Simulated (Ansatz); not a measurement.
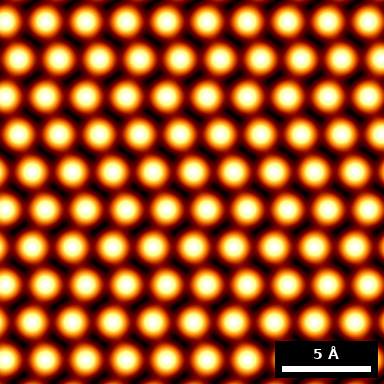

iDPC-like image of Rh (P6_3/mmc, No. 194) along [100]. Simulated as the projected potential of neutral atoms (B = 0.3 Å²) blurred by a 1.07 Å probe, the thin-sample limit of integrated differential phase contrast. The display is stretched by a gamma of 0.65; percentages refer to the linear signal.

One planar defect was built into the perfect crystal by geometry alone, without relaxation. Host structure: the input geometry of a calculation; the starting structure was generated, so it need not be a known form of this composition.

### Where does the periodic pattern break, and how?

A planar fault (a stacking fault) runs horizontally about 9 Å below the top edge. The part above it is shifted along the boundary by 1/3 of the 2.31 Å repeat of the rows (0.8 Å to the right, the same as 1.5 Å to the left); both parts keep the same orientation.
